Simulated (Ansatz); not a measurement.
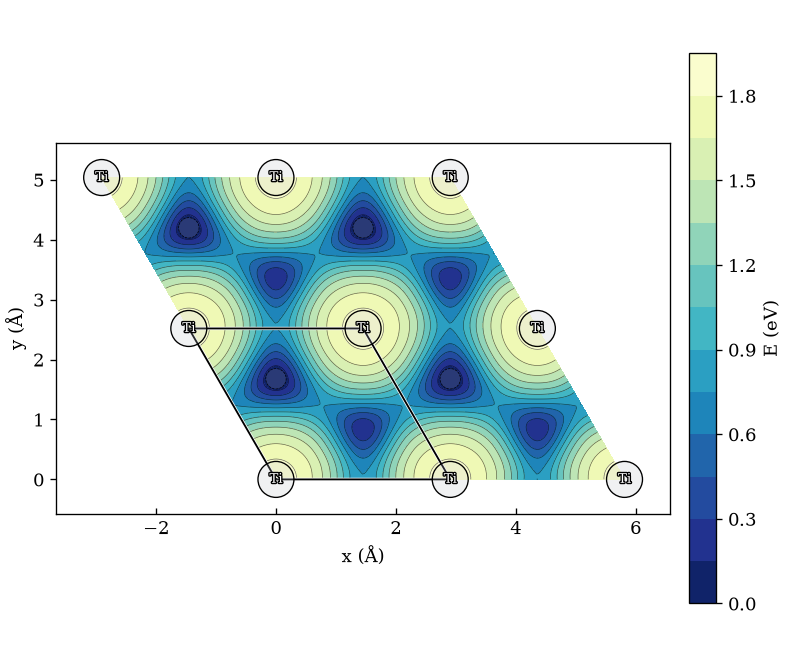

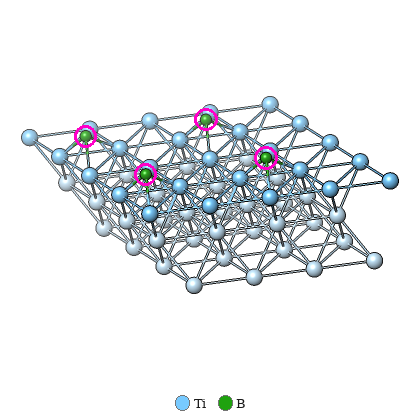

Energy landscape of B on a Ti(111) slab cut from the Fm-3m phase, its upper half relaxed before the scan (12 atoms of substrate and one adsorbate in a 2 × 2 cell). B is moved over the surface cell; relaxed at each place: the height of the adsorbate's atoms; substrate rigid; the origin of the map has the adsorbate above Ti9. Places are given modulo a cell vector. The map is drawn in real space over the plane of the surface. The grid has 6 × 6 points; 10 points were computed and 26 follow by symmetry. Places are given in fractions of the 1 × 1 surface cell. Energies: eV, counted from the lowest grid point. Computed with DFT PBE, scalar-relativistic, plane waves, PAW in Ansatz. Settings: cutoff 420 eV, k-mesh 6×6×1, gaussian smearing 0.1 eV, no spin polarisation.

Drawn: filled contours, labelled circles for the atoms of the top layer and small ones for the second layer, the outline of one cell of the 2 × 2 shown. Between grid points the surface is interpolated. The second picture is the structure at the lowest point; rings mark the moved atoms.

Q: Summarise what can be read from the map.

A: The lowest grid point is at a threefold hollow over a second-layer Ti atom, (2/6, 4/6) of the cell vectors. A higher local minimum lies near a threefold hollow over a third-layer Ti atom, (4/6, 2/6) of the cell vectors (0.19 eV above the lowest at that grid point). The highest grid point, the top site over a surface Ti atom, (0/6, 0/6) of the cell vectors, lies 1.87 eV above the lowest. On the interpolated surface the easiest way out of the lowest well to the well at a threefold hollow over a third-layer Ti atom, (4/6, 2/6) of the cell vectors passes a barrier of about 0.75 eV. At the lowest point the adsorbate has 3 Ti at 2.12 Å as nearest neighbours, at the highest 1 Ti at 1.95 Å. Its relaxed height above the top atom is 1.30 Å at the lowest and 1.95 Å at the highest point.

Grid values (eV):

```csv
"second ↓, first →",0/6,1/6,2/6,3/6,4/6,5/6
5/6,1.73,1.39,0.63,0.63,1.39,1.73
4/6,1.27,0.63,0.00,0.63,1.27,1.44
3/6,0.75,0.63,0.63,0.75,0.74,0.74
2/6,1.27,1.39,1.27,0.74,0.19,0.74
1/6,1.73,1.73,1.44,0.74,0.74,1.44
0/6,1.87,1.73,1.27,0.75,1.27,1.73
```

The input of one point:

```yaml
crystal:
  lattice:
    - [5.8150893888, 0.0, 0.0]
    - [-2.9075446944, 5.036015136, 0.0]
    - [0.0, 0.0, 19.9935258287]
  atoms:
    - { symbol: Ti, position: [0.3333333333, 0.1666666667, 0.2000647627] }
    - { symbol: Ti, position: [0.3333333333, 0.6666666667, 0.2000647627] }
    - { symbol: Ti, position: [0.8333333333, 0.1666666667, 0.2000647627] }
    - { symbol: Ti, position: [0.8333333333, 0.6666666667, 0.2000647627] }
    - { symbol: Ti, position: [0.1666666667, 0.3333333333, 0.3124429309] }
    - { symbol: Ti, position: [0.1666666667, 0.8333333333, 0.3124429309] }
    - { symbol: Ti, position: [0.6666666667, 0.3333333333, 0.3124429309] }
    - { symbol: Ti, position: [0.6666666667, 0.8333333333, 0.3124429309] }
    - { symbol: Ti, position: [0.0, 0.0, 0.4248138073] }
    - { symbol: Ti, position: [0.0, 0.5, 0.4248138073] }
    - { symbol: Ti, position: [0.5, 0.0, 0.4248138073] }
    - { symbol: Ti, position: [0.5, 0.5, 0.4248138073] }
    - { symbol: B, position: [0.1666666667, 0.3333333333, 0.4888345314] }
basis:
  ecutwfc: 420
kpoints:
  mp_grid: { grid: [6, 6, 1] }
hamiltonian:
  xc: pbe
  pseudopotentials: { kind: paw, azcp: { folder: soft_1 } }
scf:
  occupations: { method: gaussian, width: 0.1 }
output:
  forces: true
  eigenvalues: true
relax:
  adjacent_minimum: "off"
  f_tol: 0.025
  max_steps: 16
  constraints:
    - { sites: [0, 1, 2, 3, 4, 5, 6, 7, 8, 9, 10, 11] }
    - { sites: [12], fix: xy }
efield:
  axis: 3
  dipole_correction: true
  ramp_width: 0.04
```

The whole map (10 points run) took 19 min on 2 threads of AMD EPYC 7R43 64-Core Processor (Zen 3) (shared host).
